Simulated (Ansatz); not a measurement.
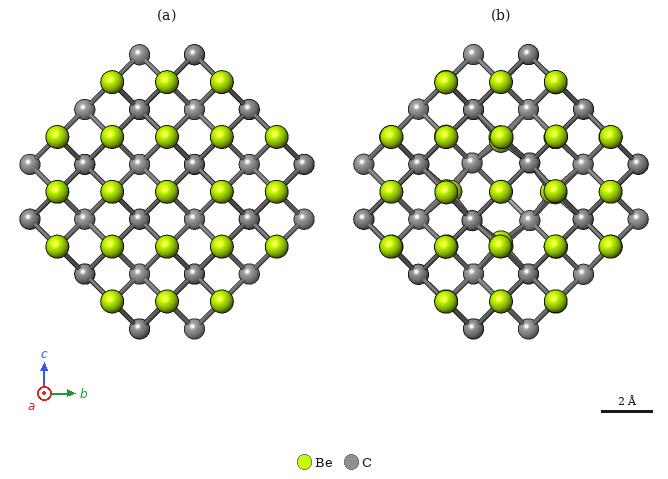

Left: perfect Be$_{2}$C. Right: the same region with one point defect, after relaxing the atoms in a supercell of 96 sites. The picture is a ball-and-stick view of the atoms within 6.0 Å of one point, in a slice 5.0 Å thick across the line of sight, seen along the a axis.

Method: DFT, PBEsol, PAW, plane waves in Ansatz. Settings: plane-wave cutoff 420 eV; k-point mesh 1 × 1 × 1; mesh shifted by (0.25, 0.25, 0.25); no spin polarisation. Fermi-Dirac smearing of 0.01 eV. A uniform background neutralises the charged cell. The axes drawn are those of the host's conventional cell.

What kind of defect was made?

Answer. A beryllium atom is taken out (a vacancy).

The charge state of the cell is −2.

How does the lattice respond?

Answer. Around the empty Be site the host had 4 C at 1.87 Å, 6 Be at 2.16 Å; after relaxation the nearest atoms are 4 C at 1.96 to 1.97 Å, 6 Be at 1.98 to 2.00 Å. Of the host's atoms, a beryllium atom moves furthest from its site, by 0.17 Å.

Limits of the set-up: the cell is charged, on a uniform background, and energies carry no finite-size correction.
